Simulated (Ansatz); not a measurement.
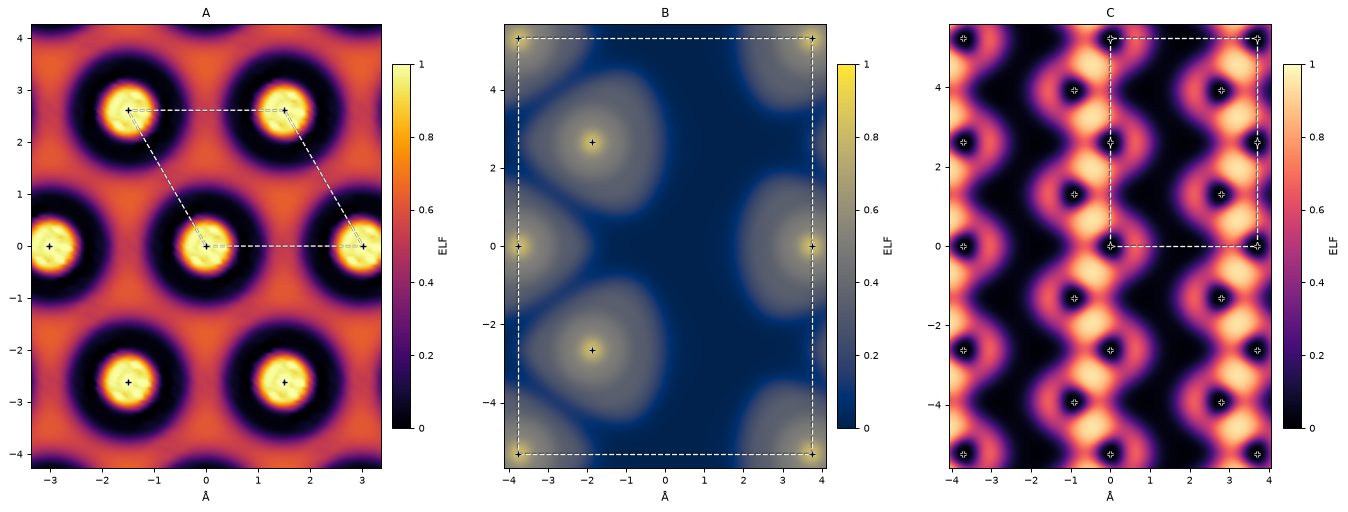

The ELF of 3 systems, each on a plane through atoms (crosses mark nuclei in the plane).

Level of theory: DFT, PBE, plane waves (420 eV) with PAW, scalar-relativistic (Ansatz).

System 1: C, the (011) plane of the conventional cell. Space group Fd-3m; set up as C, diamond; changed on purpose from its base cell (volume × 1.12); computed pressure about −40 GPa in this cell.

```
CELL_PARAMETERS angstrom
3.70914 0.00000 0.00000
0.00000 3.70914 0.00000
0.00000 0.00000 3.70914
ATOMIC_POSITIONS crystal
C 0.00000 0.00000 0.00000
C 0.50000 0.50000 0.00000
C 0.50000 0.00000 0.50000
C 0.00000 0.50000 0.50000
C 0.25000 0.25000 0.25000
C 0.75000 0.75000 0.25000
C 0.75000 0.25000 0.75000
C 0.25000 0.75000 0.75000
```

System 2: Li, the (001) plane of the conventional cell. Space group P6₃/mmc; set up as Li, hcp; a generated structure, not necessarily the stable one; changed on purpose from its base cell (volume × 0.96).

```cif
data_structure
_symmetry_space_group_name_H-M 'P 1'
_symmetry_Int_Tables_number 1
_cell_length_a 3.0168
_cell_length_b 3.0168
_cell_length_c 4.9211
_cell_angle_alpha 90.000
_cell_angle_beta 90.000
_cell_angle_gamma 120.000
_cell_volume 38.79
loop_
_atom_site_label
_atom_site_type_symbol
_atom_site_fract_x
_atom_site_fract_y
_atom_site_fract_z
_atom_site_occupancy
Li1 Li 0.33333 0.66667 0.25000 1
Li2 Li 0.66667 0.33333 0.75000 1
```

System 3: Hg, the (101) plane of the conventional cell. Space group Fd-3m; set up as Hg, diamond; a generated structure, not necessarily the stable one.

```xyz
8
Lattice="7.5306 0.0000 0.0000 0.0000 7.5306 0.0000 0.0000 0.0000 7.5306" Properties=species:S:1:pos:R:3 pbc="T T T"
Hg    5.6479    1.8826    1.8826
Hg    1.8826    5.6479    1.8826
Hg    1.8826    1.8826    5.6479
Hg    5.6479    5.6479    5.6479
Hg    3.7653    0.0000    0.0000
Hg    0.0000    3.7653    0.0000
Hg    0.0000    0.0000    3.7653
Hg    3.7653    3.7653    3.7653
```

### Match each panel to its system.

Panel A is system 2, Li: the plane holds Li. Li–Li (3.02 Å): the ELF reaches about 0.55 near the midpoint. Panel B is system 3, Hg: the plane holds Hg. Hg–Hg (3.26 Å): the ELF is about 0.15 at the midpoint: no localised pair shows between them. Panel C is system 1, C: the plane holds C. C–C (1.61 Å): the ELF peaks at about 0.95 between the atoms (localised, covalent bonding).
